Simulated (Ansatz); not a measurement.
Si: geometry relaxation

The run: geometry relaxation of Si (2 atoms in the cell). Method and program: DFT PBE+D3(BJ), scalar-relativistic, plane waves, PAW, no spin polarisation (Ansatz 0.2.0).

The structure derives from an entry of the Crystallography Open Database. Figures and captions count atoms from 1; the log counts them from 0 in places.

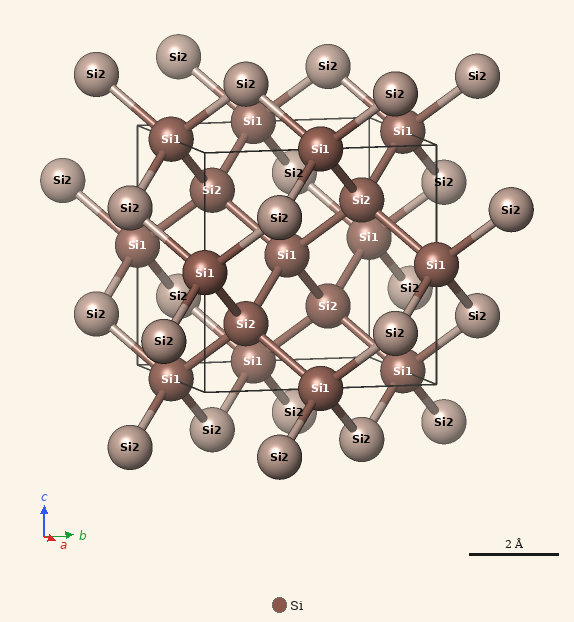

**Figure 1.** The structure as given in the input (ball-and-stick view of the cell 4 times as large as that of the calculation, set on its symmetry axes, seen slightly off an axis; neighbours outside the cell are drawn fainter; atoms are numbered from 1 in the order of the input). Near neighbours in the crystal (not all of them lie inside the picture): Si has 4 Si at 2.35 Å.

### Summary

- outcome: converged
- space group (tolerance 0.01 Å): Fd-3m (227)
- electrons treated: 8
- free energy: −1272.2429 eV
- Fermi energy: 6.568 eV
- gap on the k-point mesh: 0.57 eV
- pressure: 0.00 GPa
- final volume: 39.84 Å³
- largest force (length of the vector) at the end: under 0.001 eV/Å
- final cell: a = 3.834 Å, b = 3.834 Å, c = 3.834 Å, α = 60.00°, β = 60.00°, γ = 60.00°
- hardware: 4 threads of Arm Neoverse V1, 24 GiB of memory available, shared host
- wall time: 1.5 s (CPU time 5.2 s)
- peak memory: 0.3 GiB

### The input
```yaml
crystal:
  lattice:
    - [0.0, 2.71547, 2.71547]
    - [2.71547, 0.0, 2.71547]
    - [2.71547, 2.71547, 0.0]
  atoms:
    - { symbol: Si, position: [0.5, 0.5, 0.5] }
    - { symbol: Si, position: [0.75, 0.75, 0.75] }
basis:
  ecutwfc: 420
kpoints:
  mp_grid: { grid: [10, 10, 10] }
hamiltonian:
  xc: pbe
  dispersion: d3bj
scf:
  occupations: { method: gaussian, width: 0.02 }
output:
  forces: true
  stress: true
  eigenvalues: true
  write_density: true
  write_potential: true
  elf: true
  volumetric_format: npy
relax:
  adjacent_minimum: "off"
  f_tol: 0.005
  max_steps: 80
  cell: { stress_tol: 0.05 }
```

Run as:
```bash
ansatz run input.yaml --threads 4 --pin off --max-ram 10240MiB --backend cpu --events-out ev --progress --plain --runs-dir out
```

### What the program printed
```
Engine: ansatz 0.2.0, aarch64-unknown-linux-gnu
Pseudopotentials: kind: paw
Pseudopotential: Si, paw, valence charge 4, recommended cutoff 420 eV (normal), Si.paw.azcp
Functional definition: PBE
  parameter kappa = 0.804
  parameter beta = 0.06672455060314922
  exchange = pbe_x(kappa = kappa, mu = beta*pi^2/3)
  correlation = pbe_c(beta = beta)
Crystal: 2 atoms, lattice volume = 40.047 Å³
Basis set: ecut = 420 eV, 749 PW (Γ), exchange–correlation on 54×54×54 points (8 copies of the dense FFT grid, shifted against one another)
Bands: 8, of which v1, the nominal top of the filled ones, is band 4 counted from 1 (3 counted from 0)
Symmetry: 48 space group operations
Space group: Fd-3m (ITA 227), of the structure as read, at distance tolerance 3.4e-5 Å
k-points: 47 of 1000
Non-local potential: Si, projectors of the file, l = 0: 2, l = 1: 2, l = 2: 2
PAW form: soft (Blöchl's): semilocal exchange-correlation on the pseudo side does not see the compensation charge
PAW one-centre angular grid: Si, 110 points (default); XC on 64 Gauss nodes
Initial density: superposition of atomic densities (neutral atoms: chi_scale 0, normalization atom), corrected by the library's trained network
Initial wavefunctions: pseudopotential atomic-orbital guess
Functional: x = pbe(κ = 0.804, μ = 0.2195149727645171), c = pbe(β = 0.06672455060314922)
SCF iter   1: F=—  HF=-1272.242177 eV  |F-HF|=—  |Δ(HF+E_count)|=         —  Δρ=1.16e-3  dr2=2.91e-4  ethr=1.77e-3  ⟨swp⟩=6.2  Hψ=3412  notcnv=0
preconditioner: auto → none  [insulator: Δε(μ)=0.580 eV  Ē_g=9.477 eV  σ=0.020 eV  W_gap=1.00  n_scr=8 (ndim 8)  ℏωp=16.6 eV  f_vac=0.000  D(μ)=0.00/eV (n_scr^D=0)  ε∞_Penn≈4.1]
SCF iter   2: F=—  HF=-1272.242574 eV  |F-HF|=—  |Δ(HF+E_count)|=   3.97e-4  Δρ=4.81e-4  dr2=4.72e-5  ethr=3.63e-6  ⟨swp⟩=2.1  Hψ=998  notcnv=0
SCF iter   3: F=—  HF=-1272.242619 eV  |F-HF|=—  |Δ(HF+E_count)|=   4.53e-5  Δρ=9.60e-5  dr2=2.34e-6  ethr=5.90e-7  ⟨swp⟩=2.1  Hψ=567  notcnv=0
SCF iter   4: F=—  HF=-1272.242620 eV  |F-HF|=—  |Δ(HF+E_count)|=   1.36e-6  Δρ=2.21e-5  dr2=1.48e-7  ethr=2.92e-8  ⟨swp⟩=2.0  Hψ=564  notcnv=0
iter 5 did not close the SCF: its close was put off for the readings that it lacked (scf_convergence_deferred on its scf_iter line)
SCF iter   5: F=-1272.242621 eV  HF=-1272.242621 eV  |F-HF|=8.31e-10  |Δ(HF+E_count)|=   2.72e-8  Δρ=2.85e-6  dr2=1.53e-9  ethr=1.85e-9  ⟨swp⟩=2.0  Hψ=564  notcnv=0
SCF iter   6: F=-1272.242621 eV  HF=-1272.242621 eV  |F-HF|=5.68e-12  |Δ(HF+E_count)|=   1.03e-9  Δρ=3.89e-7  dr2=3.76e-11  ethr=1.91e-11  ⟨swp⟩=4.2  Hψ=1720  notcnv=0
SCF 1 converged in 6 iterations: F = -1272.242621 eV  dr2 = 3.76e-11
  greatest PAW one-centre occupation: 0.634 electrons in one spin orbital (limit 2), on the Si atom at site 1 (counted from 0), in its partial waves of l = 0
relax step   1: F+E_penalty+E_count = -1272.24262051 eV  Δ(F+E_penalty+E_count) = +0.000e0 eV  max|allowed force component| = 1.388e-17 eV/Å  Δτ_max = 0.0000 Å  P = -0.472 GPa  Ω = 40.047 Å³  (6 SCF iters, dr2 threshold 1.00e-7 eV, accepted)
Crystal: 2 atoms, lattice volume = 39.894 Å³
Initial density: handed on by an earlier stage of this run
Initial wavefunctions: those handed on with the density
iter 1 solved again at ethr=3.31e-7 eV; its pass at ethr=3.10e-3 eV (dr2=2.65e-5 eV) is discarded
SCF iter   1: F=—  HF=-1272.242937 eV  |F-HF|=—  |Δ(HF+E_count)|=         —  Δρ=2.22e-4  dr2=2.74e-5  ethr=3.31e-7  ⟨swp⟩=2.2  Hψ=3420  notcnv=0
preconditioner: auto → none  [insulator: Δε(μ)=0.575 eV  Ē_g=9.495 eV  σ=0.020 eV  W_gap=1.00  n_scr=8 (ndim 8)  ℏωp=16.6 eV  f_vac=0.000  D(μ)=0.00/eV (n_scr^D=0)  ε∞_Penn≈4.1]
SCF iter   2: F=—  HF=-1272.242929 eV  |F-HF|=—  |Δ(HF+E_count)|=   7.99e-6  Δρ=8.76e-5  dr2=3.83e-6  ethr=3.31e-7  ⟨swp⟩=1.4  Hψ=428  notcnv=0
SCF iter   3: F=-1272.242928 eV  HF=-1272.242928 eV  |F-HF|=2.26e-8  |Δ(HF+E_count)|=   7.16e-7  Δρ=9.98e-6  dr2=2.84e-8  ethr=2.50e-9  ⟨swp⟩=6.5  Hψ=2212  notcnv=0
SCF 2 converged in 3 iterations: F = -1272.242928 eV  dr2 = 2.84e-8
relax step   2: F+E_penalty+E_count = -1272.24292819 eV  Δ(F+E_penalty+E_count) = -3.077e-4 eV  max|allowed force component| = 9.714e-17 eV/Å  Δτ_max = 0.0000 Å  P = -0.126 GPa  Ω = 39.894 Å³  energy of the carried Pulay correction = +2.171e-5 eV  (3 SCF iters, dr2 threshold 2.00e-7 eV, accepted)
Crystal: 2 atoms, lattice volume = 39.839 Å³
iter 1 solved again at ethr=4.66e-8 eV; its pass at ethr=3.10e-3 eV (dr2=3.72e-6 eV) is discarded
SCF iter   1: F=—  HF=-1272.242959 eV  |F-HF|=—  |Δ(HF+E_count)|=         —  Δρ=8.37e-5  dr2=3.85e-6  ethr=4.66e-8  ⟨swp⟩=2.2  Hψ=3415  notcnv=0
preconditioner: auto → none  [insulator: Δε(μ)=0.571 eV  Ē_g=9.502 eV  σ=0.020 eV  W_gap=1.00  n_scr=8 (ndim 8)  ℏωp=16.6 eV  f_vac=0.000  D(μ)=0.00/eV (n_scr^D=0)  ε∞_Penn≈4.1]
SCF iter   2: F=—  HF=-1272.242958 eV  |F-HF|=—  |Δ(HF+E_count)|=   1.24e-6  Δρ=3.45e-5  dr2=5.79e-7  ethr=4.66e-8  ⟨swp⟩=1.4  Hψ=433  notcnv=0
SCF iter   3: F=-1272.242958 eV  HF=-1272.242958 eV  |F-HF|=5.45e-9  |Δ(HF+E_count)|=   3.87e-8  Δρ=4.35e-6  dr2=5.32e-9  ethr=4.97e-10  ⟨swp⟩=6.0  Hψ=2040  notcnv=0
SCF 3 converged in 3 iterations: F = -1272.242958 eV  dr2 = 5.32e-9
  greatest PAW one-centre occupation: 0.635 electrons in one spin orbital (limit 2), on the Si atom at site 1 (counted from 0), in its partial waves of l = 0
relax step   3: F+E_penalty+E_count = -1272.24295778 eV  Δ(F+E_penalty+E_count) = -2.959e-5 eV  max|allowed force component| = 5.204e-17 eV/Å  Δτ_max = 0.0000 Å  P = +0.001 GPa  Ω = 39.839 Å³  energy of the carried Pulay correction = +2.959e-5 eV  (3 SCF iters, dr2 threshold 3.98e-8 eV, accepted)
Initial wavefunctions: pseudopotential atomic-orbital guess (no wavefunctions were taken with the density)
iter 1 solved again at ethr=9.00e-8 eV; its pass at ethr=3.10e-3 eV (dr2=7.20e-6 eV) is discarded
SCF iter   1: F=—  HF=-1272.242922 eV  |F-HF|=—  |Δ(HF+E_count)|=         —  Δρ=5.82e-6  dr2=5.81e-9  ethr=9.00e-8  ⟨swp⟩=3.0  Hψ=4598  notcnv=0
preconditioner: auto → none  [insulator: Δε(μ)=0.570 eV  Ē_g=9.501 eV  σ=0.020 eV  W_gap=1.00  n_scr=8 (ndim 8)  ℏωp=16.6 eV  f_vac=0.000  D(μ)=0.00/eV (n_scr^D=0)  ε∞_Penn≈4.1]
SCF iter   2: F=—  HF=-1272.242922 eV  |F-HF|=—  |Δ(HF+E_count)|=   4.94e-8  Δρ=3.08e-6  dr2=1.71e-9  ethr=7.26e-11  ⟨swp⟩=2.0  Hψ=564  notcnv=0
SCF iter   3: F=—  HF=-1272.242922 eV  |F-HF|=—  |Δ(HF+E_count)|=   5.07e-9  Δρ=3.14e-7  dr2=4.36e-11  ethr=2.14e-11  ⟨swp⟩=2.1  Hψ=556  notcnv=0
SCF iter   4: F=-1272.242922 eV  HF=-1272.242922 eV  |F-HF|=1.59e-12  |Δ(HF+E_count)|=  9.09e-13  Δρ=1.32e-7  dr2=7.30e-12  ethr=1.00e-12  ⟨swp⟩=5.3  Hψ=1429  notcnv=0
SCF 4 converged in 4 iterations: F = -1272.242922 eV  dr2 = 7.30e-12
relax step   4: F+E_penalty+E_count = -1272.24292176 eV  Δ(F+E_penalty+E_count) = +3.602e-5 eV  max|allowed force component| = 5.146e-17 eV/Å  Δτ_max = 0.0000 Å  P = -0.001 GPa  Ω = 39.839 Å³  stress off target by 5.18e-4 GPa  SCF on the basis re-selected at this cell (its energy is not comparable with the rows above)  (4 SCF iters)
```

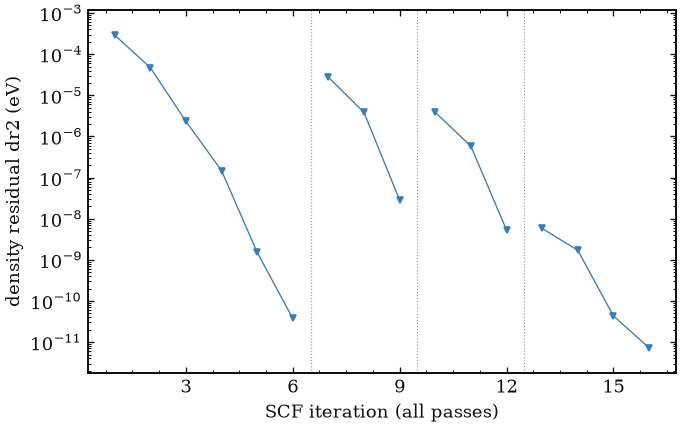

**Figure 2.** Convergence of the self-consistent field: density residual dr2 against the SCF iteration. The dotted lines part the SCF passes of the relaxation: geometry steps, rejected trials and re-solves on a re-selected basis. The passes take 6, 3, 3 and 4 iterations.

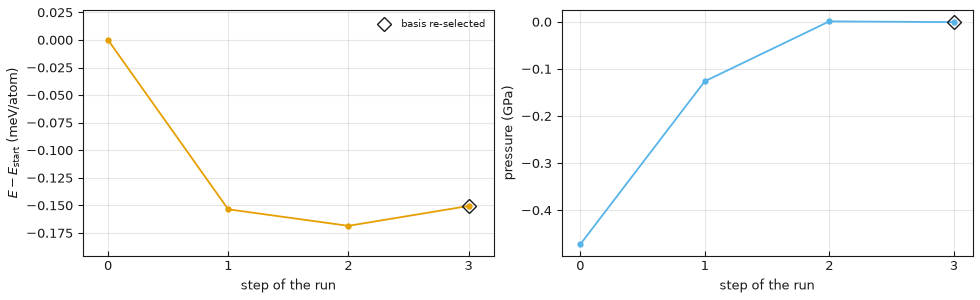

**Figure 3.** Progress of the relaxation, step by step (the first geometry is step 0 here and step 1 in the log). No atom moves by more than 0.005 Å relative to the cell. The volume changes by −0.5 %, with a = b = c 5.431 → 5.422 Å (−0.2 %). Among the contacts that change: Si1–Si2 2.352 → 2.348 Å. The space group stays Fd-3m (No. 227). After 2 geometry steps the energy has fallen by 0.2 meV per atom. All forces vanish by symmetry, so only the cell relaxes. The pressure goes from −0.47 to 0.00 GPa. A last SCF at the same geometry on a re-selected plane-wave basis shifts the energy by +0.0 meV per atom. (Atoms are counted from 1 in the order of the input.)

```
basis re-selected at this cell: Δ(F+E_penalty+E_count) = +3.602e-5 eV, ΔP = -0.002 GPa vs the last step (what re-selecting the basis moved, of the pressure what is left beyond the Pulay correction that the steps carried, after the strain that the cell walked since its last selection, with what the two solves' SCF thresholds leave and, on support functions, any second-order correction that the steps lacked; it is no measure of the basis error at this ecutwfc). This SCF's stress stands 5.18e-4 GPa from its target on what of the cell is left free (relax.cell.stress_tol is 5.00e-2 GPa) and its largest allowed force component is 5.15e-17 eV/Å (relax.f_tol is 5.00e-3 eV/Å): within both
SCF converged after 4 iterations
Free energy (F): -1272.242922 eV
Harris-Foulkes:  -1272.242922 eV  (|F-HF|=1.59e-12)
Internal energy: -1272.242922 eV  (E = F + TS)
E sigma→0 (E₀):  -1272.242922 eV
Fermi energy:    6.568145 eV
--- Per-component energies (eV) ---
  E_band       = 9.635798
  E_kinetic    = 81.019133
  E_local      = -54.515716  (includes V_loc(G=0)·N_el)
  E_nonlocal   = 52.094894
  E_hartree    = 14.854747
  E_xc         = -110.512745
  E_vxc        = -93.665069  (∫ρ·V_xc dr)
  E_paw        = -1025.632862  (= ΣΔE_a)
  E_vpaw       = -5.006934  (= ΣTr[D̂ρ^β])
  E_aug_tail   = 0.000012  (compensation charges beyond the density's cutoff)
  E_ewald      = -228.918756
  E_disp       = -0.631629  (pairwise vdW)
  E_smearing   = -0.000000  (= −TS)
  E_closure    = 0.000000  (closes the sum)
  Σ components = -1272.242922   (vs F -1272.242922, Δ=0.00e0)
--- Forces (eV/Å), atoms counted from 1 ---
  atom   1  Si     0.00000000     0.00000000    -0.00000000
  atom   2  Si     0.00000000    -0.00000000     0.00000000
  max |Σ_I F_I| component: 6.01e-17 eV/Å
--- Stress (GPa, compression-positive) ---
       -0.000518      -0.000000      -0.000000
        0.000000      -0.000518       0.000000
       -0.000000      -0.000000      -0.000518
  P = ⅓ Tr σ = -0.0005 GPa (-0.005 kbar)
--- Band table (eV; the first three rows and the last of 47) ---
  k-point 0: bands = ["-5.7134", "6.2832", "6.2832", "6.2832", "8.8460", "8.8460", "8.8460", "9.7057"]
  k-point 1: bands = ["-5.5819", "5.1370", "6.0836", "6.0836", "8.8671", "9.1397", "9.1397", "10.6181"]
  k-point 2: bands = ["-5.1937", "3.2687", "5.7010", "5.7010", "8.5182", "9.6491", "9.6491", "12.3777"]
  k-point 46: bands = ["-1.4017", "-1.4017", "2.4884", "2.4884", "9.7145", "9.7145", "12.2234", "12.2234"]
--- Relaxed structure (3 steps of the walk, 3 accepted, 1 SCFs on fresh bases) ---
  F+E_penalty+E_count = -1272.24292176 eV   max|allowed force component| = 5.146e-17 eV/Å   (the final SCF, on the basis selected at the relaxed cell)
  cell:  # Å, volume = 39.8385 Å³
    - [-2.197379189186223e-34, 2.7107602151787877, 2.710760215178788]
    - [2.710760215178788, -1.568419203875674e-34, 2.710760215178788]
    - [2.710760215178788, 2.7107602151787877, -1.4728809782588816e-34]
  atoms:
    - { symbol: Si, position: [0.49999999999999994, 0.5, 0.5] }
    - { symbol: Si, position: [0.75, 0.75, 0.75] }
```

### Trajectory as extended XYZ (Å, eV, eV/Å), 4 frames, from step=1 to step=4
```
2
Lattice="0.0000 2.7155 2.7155 2.7155 0.0000 2.7155 2.7155 2.7155 0.0000" Properties=species:S:1:pos:R:3:forces:R:3 step=1 energy=-1272.24262 pressure_GPa=-0.47
Si    2.7155    2.7155    2.7155    0.0000   0.0000   0.0000
Si    4.0732    4.0732    4.0732    0.0000   0.0000   0.0000
2
Lattice="0.0000 2.7120 2.7120 2.7120 0.0000 2.7120 2.7120 2.7120 0.0000" Properties=species:S:1:pos:R:3:forces:R:3 step=2 energy=-1272.24293 pressure_GPa=-0.13
Si    2.7120    2.7120    2.7120    0.0000   0.0000   0.0000
Si    4.0680    4.0680    4.0680    0.0000   0.0000   0.0000
2
Lattice="0.0000 2.7108 2.7108 2.7108 0.0000 2.7108 2.7108 2.7108 0.0000" Properties=species:S:1:pos:R:3:forces:R:3 step=3 energy=-1272.24296 pressure_GPa=0.00
Si    2.7108    2.7108    2.7108    0.0000   0.0000   0.0000
Si    4.0661    4.0661    4.0661    0.0000   0.0000   0.0000
2
Lattice="0.0000 2.7108 2.7108 2.7108 0.0000 2.7108 2.7108 2.7108 0.0000" Properties=species:S:1:pos:R:3:forces:R:3 step=4 energy=-1272.24292 pressure_GPa=-0.00
Si    2.7108    2.7108    2.7108    0.0000   0.0000   0.0000
Si    4.0661    4.0661    4.0661    0.0000   0.0000   0.0000
```

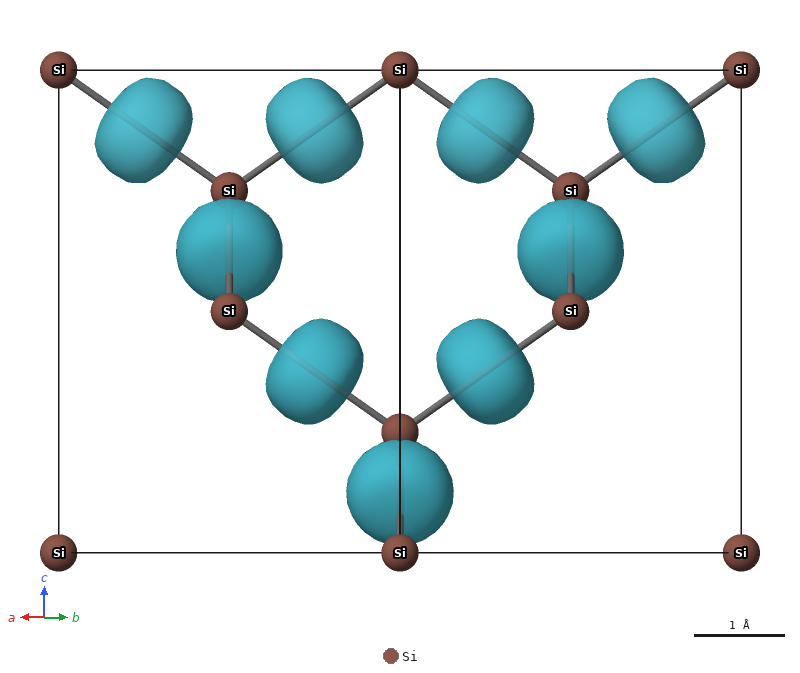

**Figure 4.** Isosurface of the electron localisation function at 0.85 (cyan), seen along [110]. Only the valence region is drawn (cores and ρ < 0.01 e/Å³ removed). Sticks mark near contacts. The outline is the cell set on symmetry axes. The ELF exceeds this value in 16 regions between bonded Si–Si atoms (shared pairs), counted in one cell of 8 atoms.  Values along the shortest contacts: Si–Si (2.35 Å): the ELF peaks at about 0.95 between the atoms, which marks a covalent bond. Core electrons are frozen (PAW), so the fields are smoothed inside the atomic spheres.

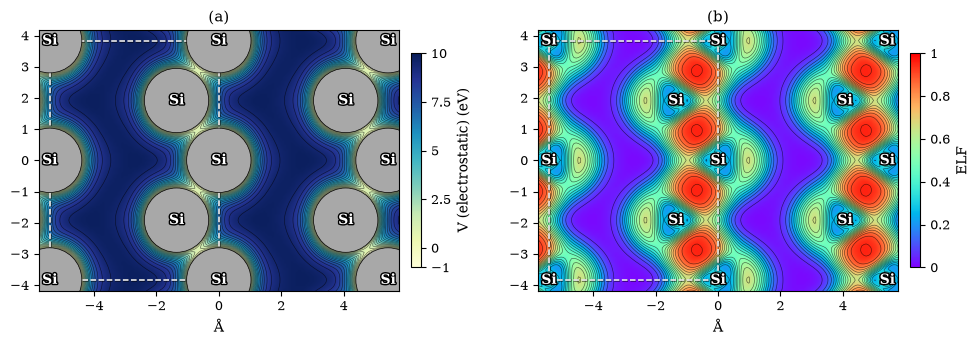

**Figure 5.** (a) electrostatic potential (local pseudopotential plus Hartree) felt by an electron; (b) electron localisation function on the (101) plane of the conventional cell. Grey discs, where drawn, cover atomic cores. Atoms in the plane: Si. Outside the cores the potential energy rises away from the atoms and is highest about 2.3 Å from the nearest atoms; outside the discs it spans about 10 eV, and its zero is arbitrary.
